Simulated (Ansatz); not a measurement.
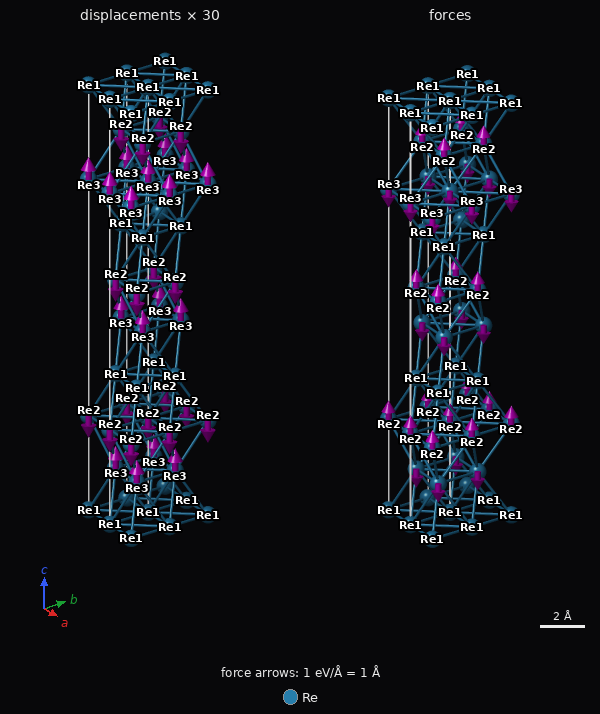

Left: a symmetric starting cell of Re, with purple arrows for the displacements applied to it (without the part that the change of the cell carries along). Right: the displaced structure with the computed forces. Besides, the cell is strained by −3.1 % along c and +2.9 % across it (volume +2.6 %). A ball-and-stick model of the conventional cell (3 times the calculation's cell), repeated 2 × 2 × 1 with one cell outlined, seen slightly off an axis. Lengths and directions refer to the drawn axes.

The calculation used DFT PBEsol, scalar-relativistic, plane waves, PAW in Ansatz. Set-up: plane-wave cutoff 420 eV; k-point mesh 18 × 18 × 18; occupations gaussian; smearing width 0.1 eV; no spin polarisation.

Where do the forces point?

Answer. Atoms are displaced by 0.04 Å relative to the cell: Re3 0.04 Å along +c. No relaxation follows. The starting cell wasn't computed here and needn't be at equilibrium, so pressure and forces aren't due to the change alone. Near-neighbour distances before and after: Re–Re 2.746 → 2.660 to 2.747 Å, Re–Re 2.768 → 2.849 Å. The space group stays R-3m (No. 166). The pressure is −13.7 GPa (not all of it need come from the change, since the unchanged cell can be under pressure at this level too). The principal stresses (compression positive) are 1.7 GPa along c and −21.3 GPa across it. The largest forces, 0.89 eV/Å, act on Re2 and Re3; on Re3 it points along −c. The forces point straight back along the displacements (cosine −1.00).
